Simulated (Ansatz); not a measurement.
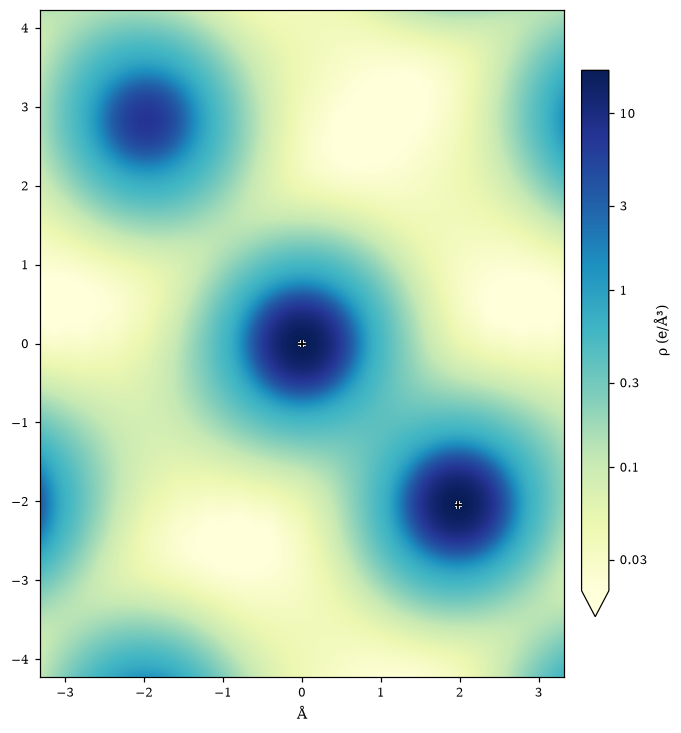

The valence pseudo-density on a plane through atoms (crosses mark nuclei in the plane).

The calculation used DFT, PBE, plane waves, PAW (Ansatz 0.2.0).

Candidates:
A. ZnSe, a = 4.01 Å, b = 4.01 Å, c = 5.58 Å, α = 90.00°, β = 90.00°, γ = 90.00°. Space group I-4m2; started from the measured structure prototype, which need not be the ambient phase; changed on purpose from its base cell (uniaxial x strain -1.6%); computed pressure about 3 GPa in this cell.
B. Te, a = 4.47 Å, b = 4.47 Å, c = 5.95 Å, α = 90.00°, β = 90.00°, γ = 120.00°. Space group P3₁21; a structure from a database of computed crystals, not necessarily the ambient phase; started from the database structure prototype, which need not be the ambient phase.
C. Al2O3, a = 4.76 Å, b = 4.76 Å, c = 12.99 Å, α = 90.00°, β = 90.00°, γ = 120.00°. Space group R-3c; started from the corundum prototype, which need not be the ambient phase; computed pressure about 8 GPa in this cell.

Question: Which candidate gave the map?

Answer: Candidate B: Te on the (110) plane of the conventional cell, which holds Te. Te–Te (2.85 Å): ρ at the midpoint is about 0.4 e/Å³.
